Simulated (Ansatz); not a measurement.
**Ga$_{2}$O$_{3}$: single-point calculation**

- system: Ga$_{2}$O$_{3}$ (R-3c, 10 atoms in the cell)
- method: DFT r2SCAN, scalar-relativistic, plane waves, PAW, no spin polarisation (Ansatz 0.2.0)

The structure was built on a prototype by a generator; it need not be a known phase.

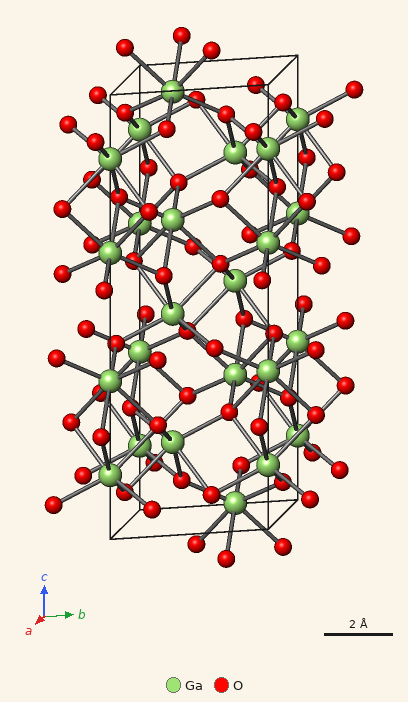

The structure as given in the input (ball-and-stick view of the cell 3 times as large as that of the calculation, set on its symmetry axes, seen slightly off an axis; bonded neighbours outside the cell are drawn too). Near neighbours in the crystal (not all of them lie inside the picture): Ga has 6 O at 1.93 to 2.08 Å; O has 4 Ga at 1.93 to 2.08 Å.

Summary

| quantity | value |
| --- | --- |
| outcome | converged |
| space group (tolerance 0.01 Å) | R-3c (167) |
| electrons treated | 88 |
| free energy | −18577.6596 eV |
| Fermi energy | 10.434 eV |
| gap on the k-point mesh | 3.47 eV |
| gap on the band path | 3.47 eV |
| pressure | −1.66 GPa |
| largest force (length of the vector) | 0.064 eV/Å |
| hardware | 2 threads of Intel Xeon @ 2.10GHz (Emerald Rapids), 189 GiB of memory available, shared host |
| wall time | 25 s (CPU time 40 s) |
| peak memory | 0.75 GiB |

The input
```yaml
crystal:
  lattice:
    - [2.5003396034, 1.4435717431, 4.4826774567]
    - [-2.5003396034, 1.4435717431, 4.4826774567]
    - [0.0, -2.8871434861, 4.4826774567]
  atoms:
    - { symbol: Ga, position: [0.3556974149, 0.3556974149, 0.3556974149] }
    - { symbol: Ga, position: [0.1443025851, 0.1443025851, 0.1443025851] }
    - { symbol: Ga, position: [0.6443025851, 0.6443025851, 0.6443025851] }
    - { symbol: Ga, position: [0.8556974149, 0.8556974149, 0.8556974149] }
    - { symbol: O, position: [0.5528008085, 0.9471991915, 0.25] }
    - { symbol: O, position: [0.25, 0.5528008085, 0.9471991915] }
    - { symbol: O, position: [0.9471991915, 0.25, 0.5528008085] }
    - { symbol: O, position: [0.4471991915, 0.0528008085, 0.75] }
    - { symbol: O, position: [0.75, 0.4471991915, 0.0528008085] }
    - { symbol: O, position: [0.0528008085, 0.75, 0.4471991915] }
basis:
  ecutwfc: 500
kpoints:
  mp_grid: { grid: [6, 6, 6] }
  band_path:
    path:
      - [0.0, 0.0, 0.0]
      - [0.5, 0.5, 0.5]
      - [0.7641963376, 0.2358036624, 0.5]
      - [0.5, -0.2358036624, 0.2358036624]
      - [0.5, 0.0, 0.0]
      - [0.3679018312, -0.3679018312, 0.0]
      - [0.6320981688, 0.0, 0.3679018312]
      - [0.5, 0.0, 0.5]
      - [0.0, 0.166667, -0.166667]
    npoints: 1
hamiltonian:
  xc: r2scan
scf:
  occupations: { method: gaussian, width: 0.02 }
  n_extra_bands: 8
output:
  forces: true
  stress: true
  eigenvalues: true
  write_density: true
  write_potential: true
  elf: true
  volumetric_format: npy
```

Launched with:
```bash
ansatz run input.yaml --threads 2 --pin off --max-ram 5120MiB --backend cpu --events-out ev --progress --plain --runs-dir out
```

Output
```
scf.n_extra_bands = 8 over 44 filled bands (N_el = 88.0): the run solves 52 bands
Engine: ansatz 0.2.0, x86_64-unknown-linux-gnu
Pseudopotentials: kind: paw
Pseudopotential: Ga, paw, valence charge 13, recommended cutoff 500 eV (meta_gga), Ga.paw.azcp
Pseudopotential: O, paw, valence charge 6, recommended cutoff 500 eV (meta_gga), O.paw.azcp
Functional definition: r2SCAN
  parameter k0 = 0.174
  parameter k1 = 0.065
  parameter a1 = 4.9479
  exchange = r2scan_x(k0 = k0, k1 = k1, a1 = a1)
  correlation = r2scan_c
Crystal: 10 atoms, lattice volume = 97.079 Å³
Basis set: ecut = 500 eV, 2453 PW (Γ), exchange–correlation on 160×160×160 points (64 copies of the dense FFT grid, shifted against one another)
Bands: 52, of which v1, the nominal top of the filled ones, is band 44 counted from 1 (43 counted from 0)
Symmetry: 12 space group operations
Space group: R-3c (ITA 167), of the structure as read, at distance tolerance 4.6e-5 Å
k-points: 32 of 216
Non-local potential: Ga, projectors of the file, l = 0: 2, l = 1: 2, l = 2: 3, l = 3: 1
Non-local potential: O, projectors of the file, l = 0: 2, l = 1: 2, l = 2: 1
PAW form: soft (Blöchl's): semilocal exchange-correlation on the pseudo side does not see the compensation charge
PAW frozen core: Ga, regenerated for the run's functional (the file was generated under x = pbe(κ = 0.804, μ = 0.2195149727645171), c = pbe(β = 0.06672455060314922))
PAW frozen core: O, regenerated for the run's functional (the file was generated under x = pbe(κ = 0.804, μ = 0.2195149727645171), c = pbe(β = 0.06672455060314922))
PAW one-centre angular grid: Ga, 590 points (default); XC on 160 Gauss nodes
PAW one-centre angular grid: O, 302 points (default); XC on 160 Gauss nodes
Initial density: superposition of atomic densities (neutral atoms: chi_scale 0, normalization atom), corrected by the library's trained network
Initial wavefunctions: pseudopotential atomic-orbital guess
Functional: x = r2scan, c = r2scan; τ floored in thin density (d = 2e-4 eV/Å³)
SCF iter   1: F=—  HF=-18577.462326 eV  |F-HF|=—  |Δ(HF+E_count)|=         —  Δρ=1.46e-2  dr2=9.23e-2  dr2_τ=3.83e-1  ethr=1.77e-3  ⟨swp⟩=6.6  Hψ=6201  notcnv=0
preconditioner: auto → Resta (q_TF=auto, 2.684 Å⁻¹)  ε∞=4.6  [insulator: Δε(μ)=3.452 eV  Ē_g=18.624 eV  σ=0.020 eV  W_gap=1.00  n_scr=26 (ndim 8)  ℏωp=35.4 eV  f_vac=0.016  D(μ)=0.00/eV (n_scr^D=0)  ε∞_Penn≈4.6]
SCF iter   2: F=—  HF=-18577.660534 eV  |F-HF|=—  |Δ(HF+E_count)|=   1.98e-1  Δρ=7.47e-3  dr2=3.05e-2  dr2_τ=1.04e-3  ethr=1.05e-4  ⟨swp⟩=2.7  Hψ=3561  notcnv=0  defer=86
SCF iter   3: F=—  HF=-18577.660147 eV  |F-HF|=—  |Δ(HF+E_count)|=   3.87e-4  Δρ=3.77e-3  dr2=4.49e-3  dr2_τ=6.48e-4  ethr=3.46e-5  ⟨swp⟩=3.0  Hψ=3121  notcnv=0  defer=86
SCF iter   4: F=—  HF=-18577.659533 eV  |F-HF|=—  |Δ(HF+E_count)|=   6.14e-4  Δρ=6.03e-4  dr2=1.85e-4  dr2_τ=5.85e-5  ethr=5.10e-6  ⟨swp⟩=2.0  Hψ=2964  notcnv=0  defer=86
SCF iter   5: F=—  HF=-18577.659602 eV  |F-HF|=—  |Δ(HF+E_count)|=   6.95e-5  Δρ=1.46e-4  dr2=1.05e-5  dr2_τ=1.50e-6  ethr=2.10e-7  ⟨swp⟩=2.0  Hψ=2986  notcnv=0  defer=86
SCF iter   6: F=—  HF=-18577.659614 eV  |F-HF|=—  |Δ(HF+E_count)|=   1.17e-5  Δρ=1.66e-5  dr2=2.49e-7  dr2_τ=1.50e-8  ethr=1.19e-8  ⟨swp⟩=2.0  Hψ=2986  notcnv=0  defer=86
SCF iter   7: F=-18577.659614 eV  HF=-18577.659614 eV  |F-HF|=1.82e-11  |Δ(HF+E_count)|=   1.28e-7  Δρ=5.66e-6  dr2=3.02e-8  dr2_τ=9.73e-10  ethr=1.14e-10  ⟨swp⟩=13.2  Hψ=11203  notcnv=0
SCF 1 converged in 7 iterations: F = -18577.659614 eV  dr2 = 3.02e-8
  greatest PAW one-centre occupation: 0.997 electrons in one spin orbital (limit 2), on the Ga atom at site 3 (counted from 0), in its partial waves of l = 2
```

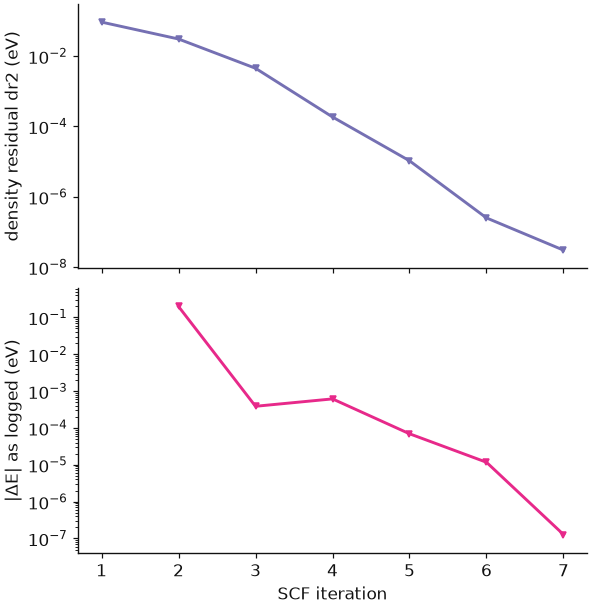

Convergence of the self-consistent field: density residual dr2 and size of the energy change against the SCF iteration. The residual falls at every step.

```
NSCF: frozen V_eff on 9 k-points
SCF converged after 7 iterations
Free energy (F): -18577.659614 eV
Harris-Foulkes:  -18577.659614 eV  (|F-HF|=1.82e-11)
Internal energy: -18577.659614 eV  (E = F + TS)
E sigma→0 (E₀):  -18577.659614 eV
Fermi energy:    10.434254 eV
--- Per-component energies (eV) ---
  E_band       = -56.345034
  E_kinetic    = 1526.942881
  E_local      = -8551.301357  (includes V_loc(G=0)·N_el)
  E_nonlocal   = 2032.606746
  E_hartree    = 3874.354524
  E_xc         = -684.251146
  E_vxc        = -863.044710  (∫ρ·V_xc dr)
  E_paw        = -9022.076638  (= ΣΔE_a)
  E_vpaw       = -2001.401307  (= ΣTr[D̂ρ^β])
  E_aug_tail   = 0.005896  (compensation charges beyond the density's cutoff)
  E_vtau       = 51.134792  (kinetic-family band-sum trace: ∫τ·v_τ [+ j·A + Jᵃ·Aᵃ] dr)
  E_ewald      = -7751.136597
  E_core_change = -2.803925  (= ΣΔE_core)
  E_smearing   = -0.000000  (= −TS)
  E_closure    = 0.000000  (closes the sum)
  Σ components = -18577.659614   (vs F -18577.659614, Δ=0.00e0)
--- Forces (eV/Å), atoms counted from 1 ---
  atom   1  Ga     0.00000000    -0.00000000    -0.01662119
  atom   2  Ga     0.00000000     0.00000000     0.01662119
  atom   3  Ga    -0.00000000     0.00000000     0.01662119
  atom   4  Ga    -0.00000000    -0.00000000    -0.01662119
  atom   5  O      0.06442719     0.00000000     0.00000000
  atom   6  O     -0.03221359     0.05579558    -0.00000000
  atom   7  O     -0.03221359    -0.05579558     0.00000000
  atom   8  O     -0.06442719    -0.00000000     0.00000000
  atom   9  O      0.03221359    -0.05579558     0.00000000
  atom  10  O      0.03221359     0.05579558    -0.00000000
  max |Σ_I F_I| component: 1.39e-17 eV/Å
--- Stress (GPa, compression-positive) ---
       -1.911969       0.000000       0.000000
       -0.000000      -1.911969       0.000000
        0.000000       0.000000      -1.142665
  P = ⅓ Tr σ = -1.6555 GPa (-16.555 kbar)
--- Band table (eV; the first three rows and the last of 32) ---
  k-point 0: bands = ["-11.1647", "-9.2168", "-9.2168", "-9.2112", "-9.1871", "-9.1871", "-4.3324", "-4.3324", "-4.2473", "-4.2473", "-4.1503", "-4.1204", "-4.0733", "-4.0733", "-4.0437", "-4.0437", "-3.9908", "-3.9908", "-3.9296", "-3.9181", "-3.9125", "-3.9125", "-3.7100", "-3.7100", "-3.1442", "-3.1442", "1.5483", "2.2267", "3.4316", "3.4316", "4.4453", "4.8439", "5.0729", "5.0729", "5.3878", "7.7123", "7.7123", "8.1511", "8.1511", "8.3801", "8.3801", "8.3898", "8.4461", "8.4461", "12.1674", "16.1649", "16.2807", "18.3713", "19.8065", "19.8065", "19.9710", "20.4565"]
  k-point 1: bands = ["-11.0427", "-9.3644", "-9.2317", "-9.2315", "-9.1890", "-9.1724", "-4.3159", "-4.3140", "-4.2387", "-4.2335", "-4.1525", "-4.1246", "-4.0685", "-4.0679", "-4.0541", "-4.0517", "-4.0017", "-3.9961", "-3.9318", "-3.9196", "-3.9110", "-3.8770", "-3.7373", "-3.7060", "-3.2515", "-3.1794", "1.7078", "2.1769", "3.0693", "3.9396", "4.1071", "4.8919", "5.4130", "5.7123", "5.9906", "6.9797", "7.5876", "7.6824", "7.9381", "8.1317", "8.1757", "8.2733", "8.5140", "8.6235", "12.9871", "16.0646", "16.6359", "18.0021", "18.8873", "19.4574", "20.5147", "20.5546"]
  k-point 2: bands = ["-10.7022", "-9.7278", "-9.2663", "-9.2638", "-9.1902", "-9.1806", "-4.2807", "-4.2655", "-4.2163", "-4.2078", "-4.1580", "-4.1334", "-4.0929", "-4.0882", "-4.0520", "-4.0490", "-4.0147", "-4.0004", "-3.9546", "-3.9223", "-3.9089", "-3.8220", "-3.7318", "-3.6832", "-3.4492", "-3.3024", "2.0027", "2.4989", "2.5582", "4.0061", "4.6793", "5.3829", "5.5152", "6.1771", "6.5503", "6.6832", "7.0351", "7.0545", "7.7138", "7.7610", "7.9655", "8.0616", "8.5029", "8.6406", "14.5002", "15.9407", "16.6094", "17.2047", "18.7720", "19.0478", "20.3856", "20.9541"]
  k-point 31: bands = ["-10.3016", "-10.3016", "-9.2044", "-9.2044", "-9.2044", "-9.2044", "-4.2485", "-4.2485", "-4.2485", "-4.2485", "-4.2095", "-4.2095", "-4.0875", "-4.0875", "-4.0875", "-4.0875", "-3.9295", "-3.9295", "-3.9295", "-3.9295", "-3.8608", "-3.8608", "-3.5172", "-3.5172", "-3.5172", "-3.5172", "2.5438", "2.5438", "4.3358", "4.3358", "4.7808", "4.7808", "4.7808", "4.7808", "6.2152", "6.2152", "7.2145", "7.2145", "7.2145", "7.2145", "8.3970", "8.3970", "8.3970", "8.3970", "15.2632", "15.2632", "17.3980", "17.3980", "18.9327", "18.9327", "21.2077", "21.2077"]
```

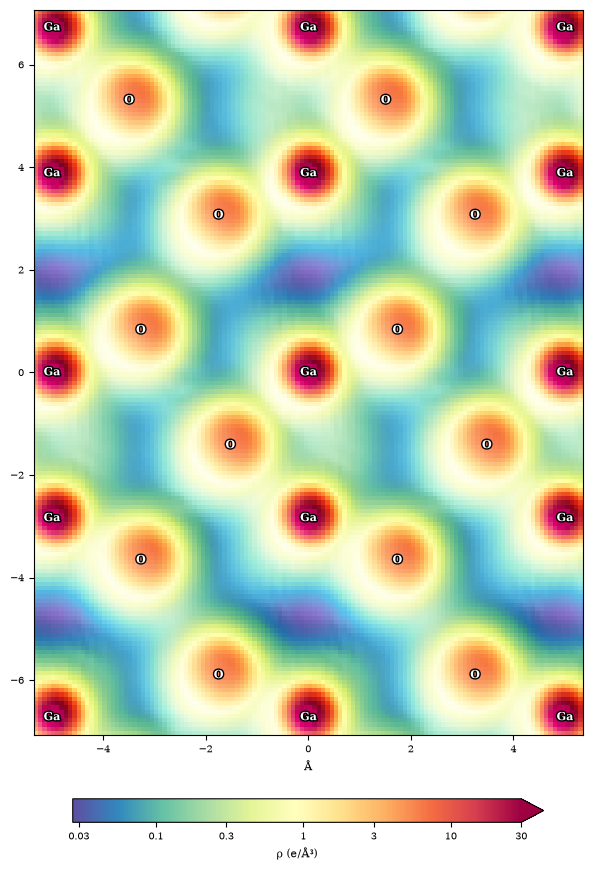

Valence charge density (pseudo) on the (100) plane of the conventional cell. The plane passes through Ga and O nuclei. Ga–O (1.93 Å): ρ at the midpoint is about 0.68 e/Å³. Ga–O (2.08 Å): ρ is about 0.49 e/Å³ halfway. Away from the nuclei the density in this plane falls to 0.03 e/Å³ at its lowest. Core electrons are frozen (PAW), so the fields are smoothed inside the atomic spheres.

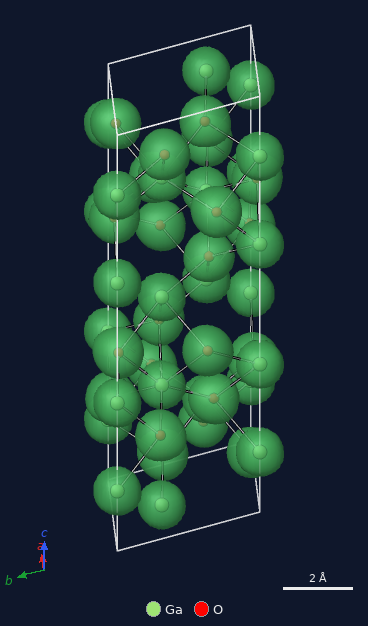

Isosurface of the valence electron density at 1 e/Å³ (green), seen at an oblique angle. Sticks mark near contacts. The outline is the cell set on symmetry axes. At this value the density breaks into separate islands; it holds about 75 % of the electrons treated as valence (semicore included). It is pinched off along the Ga–O (1.93 Å) and Ga–O (2.08 Å) contacts. On the grid the lowest density along these lines, outside the cores, is 0.66 e/Å³ (Ga–O, 1.93 Å) and 0.48 e/Å³ (Ga–O, 2.08 Å).
